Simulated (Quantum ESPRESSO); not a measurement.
# AlN (F-43m): phonons by linear response, part 2 of 4

Wanted: phonon bands, density of states and zone-centre response of AlN (F-43m).

Quantum ESPRESSO 7.5; DFT LDA, scalar-relativistic, plane waves, PseudoDojo norm-conserving pseudopotentials.

So far. Step 2 (A probe with smearing): A gap of 3.3 eV opens on this mesh, so the crystal is taken as an insulator; the start stands at -4.8 GPa. Step 4 (Ground state): The cell stands at 0.017 GPa, close enough for phonons.

## Step 5: Phonons on a q mesh

Linear response treats each wavevector in the unit cell, with no supercell; the 4×4×4 mesh fixes the range of the force constants to be had.

ph.in reads:

```
phonons
&INPUTPH
  prefix = 'x'
  outdir = './tmp'
  fildyn = 'x.dyn'
  tr2_ph = 1.0d-18
  epsil  = .true.
  ldisp  = .true.
  nq1    = 4
  nq2    = 4
  nq3    = 4
/
```

Started as:

```bash
OMP_NUM_THREADS=1 mpirun -n 4 ph.x -nk 4 -in ph.in > ph.out
```

Numbers of over 12 decimals in the logs are rounded to 6 here.

The log of the run:

```text
[banners, grids, parts of the stress and lines that vanish by symmetry left out]
[banner, memory and clock lines left out]
Program PHONON v.7.5

[...]
Exchange-correlation= PW
                           (   1   4   0   0   0   0   0)
[...]
(   8 q-points):
[...]
kinetic-energy cut-off    =      92.0000  Ry
     charge density cut-off    =     368.0000  Ry
     convergence threshold     =      1.0E-18
[...]
Exchange-correlation= PW
                           (   1   4   0   0   0   0   0)
[...]
q = (   0.0000000   0.0000000   0.0000000 )
     25 Sym.Ops. (with q -> -q+G )
     G cutoff =  312.4875  (  16361 G-vectors)     FFT grid: ( 36, 36, 36)
     number of k points=    72
[...]
Mode symmetry, T_d (-43m)  point group:
[...]
Dielectric constant
[...]
End of electric fields calculation
          Dielectric constant in cartesian axis
          (       4.486926886      -0.000000000       0.000000000 )
          (       0.000000000       4.486926886      -0.000000000 )
          (      -0.000000000      -0.000000000       4.486926886 )
          Effective charges (d Force / dE) in cartesian axis without acoustic sum rule applied (asr)
           atom    1  Al    Mean Z*:        2.52890
      Ex  (        2.52890        0.00000        0.00000 )
      Ey  (        0.00000        2.52890       -0.00000 )
      Ez  (       -0.00000       -0.00000        2.52890 )
           atom    2  N     Mean Z*:       -2.52874
      Ex  (       -2.52874       -0.00000        0.00000 )
      Ey  (       -0.00000       -2.52874       -0.00000 )
      Ez  (        0.00000       -0.00000       -2.52874 )
          Effective charges Sum: Mean:        0.00016
[...]
Effective charges (d Force / dE) in cartesian axis with asr applied:
           atom    1  Al    Mean Z*:        2.52882
[...]
atom    2  N     Mean Z*:       -2.52882
[...]
Representation #   1 modes #   1   2   3
[...]
End of self-consistent calculation
     Convergence has been achieved
     Representation #   2 modes #   4   5   6
[...]
End of self-consistent calculation
     Convergence has been achieved
[...]
Dielectric constant in cartesian axis
          (       4.486926886      -0.000000000       0.000000000 )
          (       0.000000000       4.486926886      -0.000000000 )
          (      -0.000000000      -0.000000000       4.486926886 )
          Effective charges (d Force / dE) in cartesian axis without acoustic sum rule applied (asr)
           atom    1  Al    Mean Z*:        2.52890
      Ex  (        2.52890        0.00000        0.00000 )
      Ey  (        0.00000        2.52890       -0.00000 )
      Ez  (       -0.00000       -0.00000        2.52890 )
           atom    2  N     Mean Z*:       -2.52874
      Ex  (       -2.52874       -0.00000        0.00000 )
      Ey  (       -0.00000       -2.52874       -0.00000 )
      Ez  (        0.00000       -0.00000       -2.52874 )
          Effective charges Sum: Mean:        0.00016
[...]
Effective charges (d Force / dE) in cartesian axis with asr applied:
           atom    1  Al    Mean Z*:        2.52882
[...]
atom    2  N     Mean Z*:       -2.52882
[...]
Effective charges (d P / du) in cartesian axis
[...]
q = (    0.000000000   0.000000000   0.000000000 )
[...]
freq (    1) =       0.048990 [THz] =       1.634145 [cm-1]
     freq (    2) =       0.048990 [THz] =       1.634145 [cm-1]
     freq (    3) =       0.048990 [THz] =       1.634145 [cm-1]
     freq (    4) =      20.070706 [THz] =     669.486674 [cm-1]
     freq (    5) =      20.070706 [THz] =     669.486674 [cm-1]
     freq (    6) =      20.070706 [THz] =     669.486674 [cm-1]
[...]
Mode symmetry, T_d (-43m)  point group:
     freq (   1-   3) =          1.6  [cm-1]   --> T_2  G_15 P_4   I+R
     freq (   4-   6) =        669.5  [cm-1]   --> T_2  G_15 P_4   I+R
[...]
Mode symmetry, C_3v (3m)   point group:
[...]
Representation #   1 mode #   1
[...]
End of self-consistent calculation
     Convergence has been achieved
     Representation #   2 mode #   2
[...]
End of self-consistent calculation
     Convergence has been achieved
     Representation #   3 modes #   3   4
[...]
Convergence has been achieved
     Representation #   4 modes #   5   6
[...]
Convergence has been achieved
[...]
q = (   -0.176776695   0.176776695  -0.176776695 )
[...]
freq (    1) =       4.959447 [THz] =     165.429330 [cm-1]
     freq (    2) =       4.959447 [THz] =     165.429330 [cm-1]
     freq (    3) =      11.132277 [THz] =     371.332803 [cm-1]
     freq (    4) =      19.959564 [THz] =     665.779384 [cm-1]
     freq (    5) =      19.959564 [THz] =     665.779384 [cm-1]
     freq (    6) =      25.436800 [THz] =     848.480316 [cm-1]
[...]
Mode symmetry, C_3v (3m)   point group:
     freq (   1-   2) =        165.4  [cm-1]   --> E    L_3
     freq (   3-   3) =        371.3  [cm-1]   --> A_1  L_1
     freq (   4-   5) =        665.8  [cm-1]   --> E    L_3
     freq (   6-   6) =        848.5  [cm-1]   --> A_1  L_1
[...]
Mode symmetry, C_3v (3m)   point group:
[...]
Representation #   1 mode #   1
[...]
Convergence has been achieved
     Representation #   2 mode #   2
[...]
Convergence has been achieved
     Representation #   3 modes #   3   4
[...]
Convergence has been achieved
     Representation #   4 modes #   5   6
[...]
Convergence has been achieved
[...]
q = (    0.353553391  -0.353553391   0.353553391 )
[...]
freq (    1) =       6.851915 [THz] =     228.555295 [cm-1]
     freq (    2) =       6.851915 [THz] =     228.555295 [cm-1]
[...]
Mode symmetry, C_3v (3m)   point group:
     freq (   1-   2) =        228.6  [cm-1]   --> E    L_3
     freq (   3-   3) =        584.7  [cm-1]   --> A_1  L_1
     freq (   4-   5) =        660.6  [cm-1]   --> E    L_3
     freq (   6-   6) =        739.4  [cm-1]   --> A_1  L_1
[...]
Mode symmetry, C_2v (mm2)  point group:
[...]
Convergence has been achieved
[...]
Convergence has been achieved
[...]
Convergence has been achieved
[...]
Convergence has been achieved
[...]
q = (    0.000000000   0.353553391   0.000000000 )
[...]
Mode symmetry, C_2v (mm2)  point group:
     freq (   1-   1) =        249.7  [cm-1]   --> B_1  D_3  S_3
     freq (   2-   2) =        249.7  [cm-1]   --> B_2  D_4  S_4
     freq (   3-   3) =        352.1  [cm-1]   --> A_1  D_1  S_1
     freq (   4-   4) =        674.5  [cm-1]   --> B_1  D_3  S_3
     freq (   5-   5) =        674.5  [cm-1]   --> B_2  D_4  S_4
     freq (   6-   6) =        849.8  [cm-1]   --> A_1  D_1  S_1
[...]
Mode symmetry, C_s (m)     point group:
[...]
q = (    0.530330086  -0.176776695   0.530330086 )
[...]
Mode symmetry, C_s (m)     point group:
     freq (   1-   1) =        297.2  [cm-1]   --> A''
     freq (   2-   2) =        367.1  [cm-1]   --> A'
     freq (   3-   3) =        512.7  [cm-1]   --> A'
     freq (   4-   4) =        668.0  [cm-1]   --> A''
     freq (   5-   5) =        687.8  [cm-1]   --> A'
     freq (   6-   6) =        750.3  [cm-1]   --> A'
[...]
Mode symmetry, C_s (m)     point group:
[...]
q = (    0.353553391   0.000000000   0.353553391 )
[...]
Mode symmetry, C_s (m)     point group:
     freq (   1-   1) =        242.2  [cm-1]   --> A''
     freq (   2-   2) =        366.0  [cm-1]   --> A'
     freq (   3-   3) =        461.0  [cm-1]   --> A'
     freq (   4-   4) =        658.7  [cm-1]   --> A''
     freq (   5-   5) =        694.3  [cm-1]   --> A'
     freq (   6-   6) =        775.9  [cm-1]   --> A'
[...]
Mode symmetry, D_2d (-42m) point group:
[...]
Representation #   3 modes #   3   4
[...]
Convergence has been achieved
     Representation #   4 modes #   5   6
[...]
Convergence has been achieved
[...]
q = (    0.000000000  -0.707106781   0.000000000 )
[...]
freq (    5) =      20.241525 [THz] =     675.184610 [cm-1]
     freq (    6) =      21.673730 [THz] =     722.957808 [cm-1]
[...]
Mode symmetry, D_2d (-42m) point group:
     freq (   1-   2) =        341.0  [cm-1]   --> E    X_5  W_3
     freq (   3-   3) =        591.7  [cm-1]   --> B_2  X_3  W_2
     freq (   4-   5) =        675.2  [cm-1]   --> E    X_5  W_3
     freq (   6-   6) =        723.0  [cm-1]   --> A_1  X_1  W_1
[...]
Mode symmetry, S_4 (-4)    point group:
[...]
Convergence has been achieved
[...]
Convergence has been achieved
[...]
Convergence has been achieved
[...]
Convergence has been achieved
     Representation #   5 mode #   5
[...]
End of self-consistent calculation
     Convergence has been achieved
     Representation #   6 mode #   6
[...]
End of self-consistent calculation
     Convergence has been achieved
[...]
q = (   -0.353553391  -0.707106781   0.000000000 )
[...]
freq (    1) =      11.284449 [THz] =     376.408713 [cm-1]
     freq (    2) =      12.665029 [THz] =     422.459893 [cm-1]
     freq (    3) =      15.365954 [THz] =     512.553043 [cm-1]
     freq (    4) =      19.904437 [THz] =     663.940536 [cm-1]
     freq (    5) =      20.390935 [THz] =     680.168394 [cm-1]
     freq (    6) =      21.956609 [THz] =     732.393655 [cm-1]
[...]
Mode symmetry, S_4 (-4)    point group:
     freq (   1-   1) =        376.4  [cm-1]   --> B    W_3
     freq (   2-   2) =        422.5  [cm-1]   --> E    W_4
     freq (   3-   3) =        512.6  [cm-1]   --> E*   W_2
     freq (   4-   4) =        663.9  [cm-1]   --> A    W_1
     freq (   5-   5) =        680.2  [cm-1]   --> E    W_4
     freq (   6-   6) =        732.4  [cm-1]   --> B    W_3
```

Run time: 47 min. Hardware: 4 MPI ranks of Arm Neoverse V1, shared host.

Numbers from this step:

```yaml
miss_of_the_charge_sum_rule: 1.60e-4 e
largest_acoustic_frequency_at_the_zone_centre_before_the_sum_rule: 1.63 cm⁻¹
highest_optical_zone_centre_mode_no_lo_to_term: 669.5 cm⁻¹
lowest_optical_zone_centre_mode: 669.5 cm⁻¹
mean_high_frequency_dielectric_constant: 4.487
largest_born_charge_in_size_third_of_the_trace: 2.529 e
lowest_mode_on_the_q_mesh_acoustic_ones_at_the_zone_centre_apart: 165.4 cm⁻¹
```

Frequencies (cm⁻¹) at each irreducible wavevector; negative means imaginary. Frequencies by wavevector:

```
  q (fractions)  star  mode 1  mode 2  mode 3  mode 4  mode 5  mode 6
          0 0 0     1    1.63    1.63    1.63   669.5   669.5   669.5
       0 0 0.25     8   165.4   165.4   371.3   665.8   665.8   848.5
       0 0 -0.5     4   228.6   228.6   584.7   660.6   660.6   739.4
    0 0.25 0.25     6   249.7   249.7   352.1   674.5   674.5   849.8
    0 0.25 -0.5    24   297.2   367.1   512.7     668   687.8   750.3
   0 0.25 -0.25    12   242.2     366     461   658.7   694.3   775.9
    0 -0.5 -0.5     3     341     341   591.7   675.2   675.2     723
0.25 -0.5 -0.25     6   376.4   422.5   512.5   663.9   680.2   732.4
```

Born charge (rows field, columns displacement), before the sum rule (e), principal values of the symmetric part by kind of site:

| atom | atoms with these values | low | middle | high | mean |
| --- | --- | --- | --- | --- | --- |
| Al1 | 1 | 2.53 | 2.53 | 2.53 | 2.53 |
| N2 | 1 | -2.53 | -2.53 | -2.53 | -2.53 |

In full for Al1:

```
2.53 0.00 0.00
0.00 2.53 0.00
0.00 0.00 2.53
```

High-frequency dielectric tensor:

```
4.49 0.00 0.00
0.00 4.49 0.00
0.00 0.00 4.49
```

The acoustic modes at Γ come out as far as 1.6 cm⁻¹ from zero, where they should vanish, a small numerical error; the Born charges miss their sum rule by 1.6e-4 e, which is good.

## Step 6: Fourier transform to real space

The dynamical matrices of the mesh are Fourier-transformed to force constants in real space, after the long-range dipole part is taken out.

q2r.in reads:

```
&INPUT
  fildyn = 'x.dyn'
  zasr   = 'simple'
  flfrc  = 'x.fc'
/
```

Started as:

```bash
q2r.x < q2r.in > q2r.out
```

The log of the run:

```text
[banners, grids, parts of the stress and lines that vanish by symmetry left out]
[banner, memory and clock lines left out]
Program Q2R v.7.5

  reading grid info from file x.dyn0

  reading force constants from file x.dyn1
 macroscopic fields = T
   4.48693   0.00000  -0.00000
  -0.00000   4.48693  -0.00000
[...]
na=            1
[...]
na=            2
[...]
-0.00000  -2.52874  -0.00000
   0.00000  -0.00000  -2.52874
  alpha Ewald:   0.849151
  nqs=            1
 q=   0.00000000  0.00000000  0.00000000
  reading force constants from file x.dyn2
  alpha Ewald:   0.849151
  nqs=            8
 q=  -0.17677670  0.17677670 -0.17677670
[...]
reading force constants from file x.dyn7
  alpha Ewald:   0.849151
  nqs=            3
[...]
reading force constants from file x.dyn8
  alpha Ewald:   0.849151
  nqs=            6
[...]
q=  -0.00000000 -0.35355339 -0.70710678
 q=   0.00000000  0.35355339 -0.70710678

      q-space grid ok, #points =   64

      fft-check warning: sum of imaginary terms = 1.109716E-08
```

Run time: 0.48 s. Hardware: 1 thread.

## Step 7: Interpolated phonon bands

From the force constants any wavevector is cheap; points of the mesh come back as solved, but for the sum rule and, in polar crystals, the LO-TO term at Γ; the rest is interpolation.

matdyn.in reads:

```
&INPUT
  asr              = 'simple'
  flfrc            = 'x.fc'
  flfrq            = 'x.freq'
  flvec            = 'x.modes'
  q_in_band_form   = .true.
  q_in_cryst_coord = .true.
/
8
  0.0000000   0.0000000   0.0000000  12  ! GAMMA
  0.0000000   0.5000000   0.5000000  12  ! X
 -0.0000000   0.6250000   0.3750000   1  ! U
 -0.3750000   0.3750000  -0.0000000  12  ! K
  0.0000000   0.0000000   0.0000000  12  ! GAMMA
 -0.0000000   0.5000000  -0.0000000  12  ! L
 -0.2500000   0.5000000   0.2500000  12  ! W
  0.0000000   0.5000000   0.5000000   1  ! X
```

Started as:

```bash
matdyn.x -in matdyn.in > matdyn.out
```

The log of the run:

```text
[banner, memory and clock lines left out]
Program MATDYN v.7.5

 mass for atomic type   1 not given; uses mass from file x.fc
 mass for atomic type   2 not given; uses mass from file x.fc
```

Run time: 0.49 s. Hardware: 1 thread.

This step gave:

| Item | Value |
| --- | --- |
| lowest frequency on the path | 0 cm⁻¹ |

Matdyn.x, sum rule simple. Phonon branches along the path, in cm⁻¹:

| point | branch 1 | branch 2 | branch 3 | branch 4 | branch 5 | branch 6 |
| --- | --- | --- | --- | --- | --- | --- |
| Γ | 0 | 0 | 0 | 670 | 670 | 907 |
| X | 341 | 341 | 592 | 675 | 675 | 723 |
| U | 317 | 423 | 534 | 667 | 676 | 736 |
| jump to K | 317 | 423 | 534 | 667 | 676 | 736 |
| Γ | 0 | 0 | 0 | 670 | 670 | 907 |
| L | 229 | 229 | 585 | 661 | 661 | 739 |
| W | 376 | 422 | 513 | 664 | 680 | 732 |
| X | 341 | 341 | 592 | 675 | 675 | 723 |

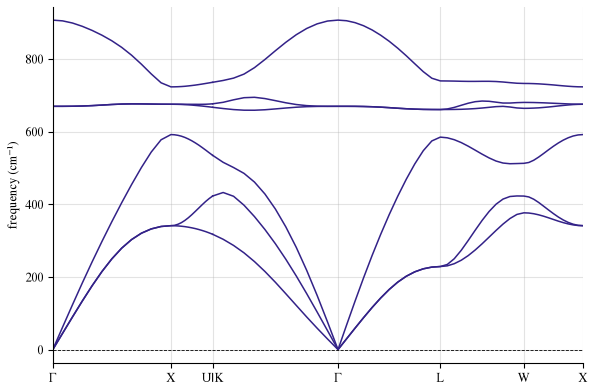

Phonon branches along the path.

All branches are real along the path.

## Step 8: Sums over the zone

Sums over the zone need many more wavevectors than were solved, so the interpolation is sampled on a dense mesh.

matdyn.in reads:

```
&INPUT
  asr    = 'simple'
  flfrc  = 'x.fc'
  dos    = .true.
  fldos  = 'x.dos'
  nk1    = 18
  nk2    = 18
  nk3    = 18
  deltaE = 1.0
/
```

Started as:

```bash
matdyn.x -in matdyn.in > matdyn.out
```

The log of the run:

```text
[banner, memory and clock lines left out]
Program MATDYN v.7.5

 mass for atomic type   1 not given; uses mass from file x.fc
 mass for atomic type   2 not given; uses mass from file x.fc
```

Wall time 12 s (1 thread).

Numbers from this step:

```
share of modes beyond 3i cm⁻¹ on the dense interpolated mesh : 0
zero-point energy per atom                                   : 98.66 meV
heat capacity at 300 K                                       : 14.96 J/(mol atoms K)
vibrational entropy at 300 K                                 : 10.05 J/(mol atoms K)
```

The phonon density of states has structure finer than the step of the table below, so its rows give means over 50 cm⁻¹, whole bins alone (the curve runs from 0 to 906 cm⁻¹). Peaks (cm⁻¹: height): total 336.0: 0.0130, 516.0: 0.0141, 672.0: 0.0812, 738.0: 0.0256; Al 336.0: 0.0102, 516.0: 0.0129, 672.0: 0.0207, 738.0: 0.00256; N 672.0: 0.0605, 738.0: 0.0231.

Tetrahedra. Phonon density of states against wavenumber; means over each step; values in 1/cm⁻¹/cell:

```
wavenumber (cm⁻¹)    total       Al        N
               50   1.6e-4   1.0e-4   5.5e-5
              100   7.5e-4   5.0e-4   2.5e-4
              150  0.00183  0.00124   5.9e-4
              200  0.00408  0.00284  0.00124
              250  0.00887  0.00638  0.00249
              300   0.0109  0.00822  0.00266
              350   0.0103  0.00816  0.00214
              400  0.00709  0.00574  0.00135
              450  0.00298  0.00225   7.3e-4
              500  0.00789  0.00687  0.00102
              550  0.00500  0.00464   3.6e-4
              600   1.8e-4   1.7e-4   4.9e-6
              650   0.0219  0.00567   0.0163
              700   0.0178  0.00365   0.0141
              750   0.0121  0.00139   0.0107
              800  0.00458  0.00107  0.00351
              850  0.00264   8.0e-4  0.00184
```

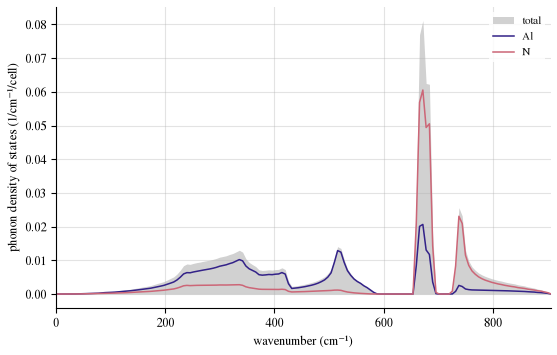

Phonon density of states, plotted against wavenumber.

Harmonic thermodynamic functions per atom, summed over the density of states scaled to three modes an atom; melting is ignored. Thermodynamic functions:

```
T (K)  F_vib (meV/atom)  S (J/mol-atom/K)  C_V (J/mol-atom/K)
    0             98.66                 0                   0
   50             98.65             0.118               0.405
  100             98.39             1.045               2.842
  200             95.39             5.071               9.579
  300             87.57             10.05               14.96
  400             74.63             14.85               18.29
  500             56.96             19.16                20.3
  600             35.08             22.98               21.55
  700              9.47             26.37               22.37
  800            -19.46              29.4               22.93
  900            -51.36             32.12               23.33
 1000            -85.96              34.6               23.62
```

At 300 K the heat capacity has reached 60 % of the Dulong-Petit value.

## Step 9: Modes with the sum rule

A rigid shift of the crystal must cost nothing, but grids and finite bases break this; the acoustic sum rule is imposed before the matrix is diagonalised again. With Born charges the intensities follow, and the static dielectric tensor.

dynmat.in reads:

```
&INPUT
  fildyn = 'x.dyn1'
  asr    = 'simple'
  fileig = 'dynmat.eig'
  lperm  = .true.
/
```

Started as:

```bash
dynmat.x -in dynmat.in > dynmat.out
```

The log of the run:

```text
[banner, memory and clock lines left out]
Program DYNMAT v.7.5

     Reading Dynamical Matrix from file x.dyn1
     ...Force constants read
     ...epsilon and Z* read
     A direction for q was not specified:TO-LO splitting will be absent

     Polarizability (A^3 units)
     multiply by 0.462469 for Clausius-Mossotti correction
         5.643366    0.000000   -0.000000
        -0.000000    5.643366   -0.000000
         0.000000   -0.000000    5.643366

     IR activities are in (D/A)^2/amu units

# mode   [cm-1]    [THz]      IR
    1     -0.00   -0.0000    0.0000
    2      0.00    0.0000    0.0000
    3      0.00    0.0000    0.0000
    4    669.48   20.0706   16.0013
    5    669.48   20.0706   16.0013
    6    669.48   20.0706   16.0013

Electronic dielectric permittivity tensor (relative, adimensional)
         4.486927    0.000000   -0.000000
        -0.000000    4.486927   -0.000000
         0.000000   -0.000000    4.486927

 ... with zone-center polar mode contributions
         8.230835   -0.000000    0.000000
        -0.000000    8.230835    0.000000
         0.000000    0.000000    8.230835
```

Elapsed: 0.46 s, on 1 thread.

Read from the output:

- mean static dielectric constant: 8.231

Unit eigenvectors of the mass-weighted matrix after the sum rule; no LO-TO term. Modes at Γ, with each element's share of the kinetic energy:

```csv
mode,frequency (cm⁻¹),symmetry,Al %,N %
1,0.0,acoustic,66,34
2,0.0,acoustic,66,34
3,0.0,acoustic,66,34
4,669.5,T2,34,66
5,669.5,T2,34,66
6,669.5,T2,34,66
```

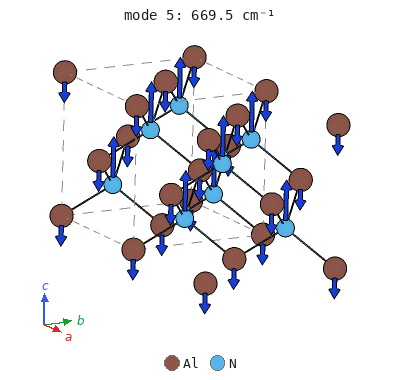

Displacement patterns of mode 5 at Γ; arrows are exaggerated. Bonds to atoms that aren't drawn are left out. 2×1×1 conventional cells are drawn. Some periodic images of atoms are drawn too.

Degenerate modes summed, no LO-TO term. Infrared lines, with heights relative to the strongest:

```csv
position (cm⁻¹),lines merged,label,"IR intensity, relative"
669,3,T2,100
```

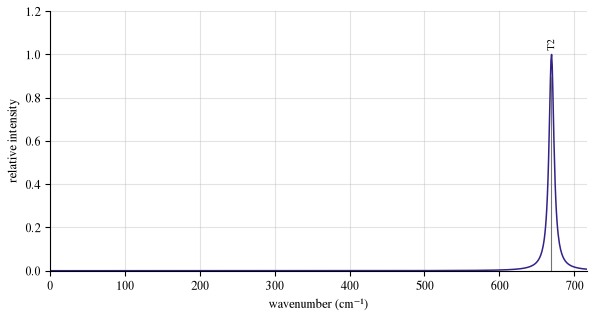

The infrared spectrum, broadened with Lorentzians of width 8 cm⁻¹; bars mark the lines.

Static dielectric tensor (ions relaxed, fixed cell):

```
8.23 0.00 0.00
0.00 8.23 0.00
0.00 0.00 8.23
```

The rule moves no optical mode by more than 0.1 cm⁻¹.

[end of part 2 of 4]

[Host names and launcher messages were left out of these logs when they were recorded.]

[Logs are printed without paths, hosts, clocks, repeated set-up lines and the standing remarks that a program may print on its own settings, such as how far it seeks lower states.]

[Hosts, paths, dates, database ids (printed as entryN), source tags and the programs' standing remarks are cut or masked in the printed files.]
